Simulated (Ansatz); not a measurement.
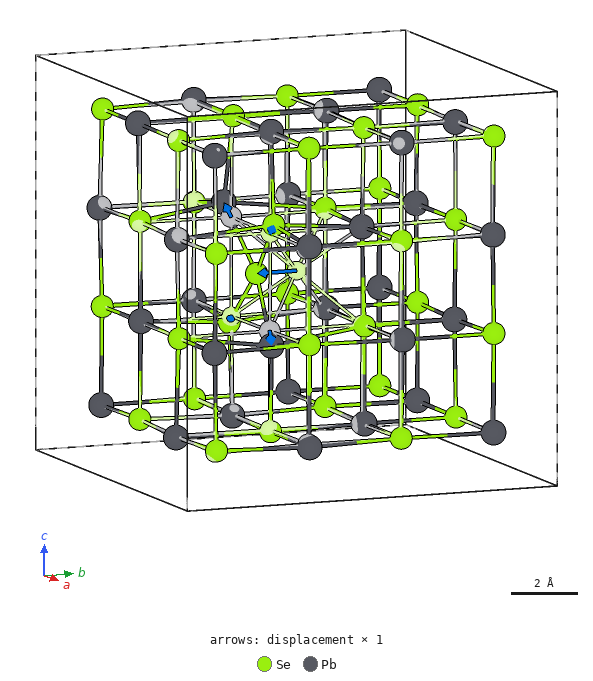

A relaxation of a defect cell of composition Se33Pb32 (cell charge +1). The starting structure is drawn faded, the final one solid; blue arrows show the displacements, at their true length.

Style: ball-and-stick. Shown: the cell of the calculation (origin shifted), slightly off an axis.

The atoms of the start lie slightly off their symmetric places, so part of the fall in energy undoes that.

These are results of Ansatz 0.2.0, DFT, PBEsol, PAW, plane waves, not measurements. Settings: plane-wave cutoff 420 eV; k-point mesh 1 × 1 × 1; mesh shifted by (0.25, 0.25, 0.25); collinear spin; atoms relaxed in a fixed cell; force threshold 0.03 eV/Å; at most 80 steps.

Question: Which element moves most?

Answer: Selenium: up to 1.32 Å, against 0.57 Å for lead.

Question: Describe the change and its energy.

Answer: The largest move is that of a Se atom, 1.32 Å along −b. By element the largest moves are Se 1.32 Å, Pb 0.57 Å. The lattice vectors keep their values. Near-neighbour distances that change, for instance: Se–Se 2.658 → 3.664 Å, Pb–Se 2.591 → 3.576 Å, Pb–Se 2.644 → 3.554 Å, Pb–Se 3.023 → 3.710 Å. Bonds break, among them: Pb–Se (2.59 → 3.58 Å), Pb–Se (2.64 → 3.55 Å). Among the angles between lasting bonds that change: Se–Se–Se 110.3° → 172.4°, Pb–Se–Pb 109.6° → 167.6°, Se–Se–Pb 126.0° → 85.9°. After 12 geometry steps the energy has fallen by 2.990 eV per cell of the calculation. The largest force component goes from 1.8 to 0.0046 eV/Å. The program noted that the starting moments weren't kept.

Limits of the set-up: the cell is charged, on a uniform background, and energies carry no finite-size correction.
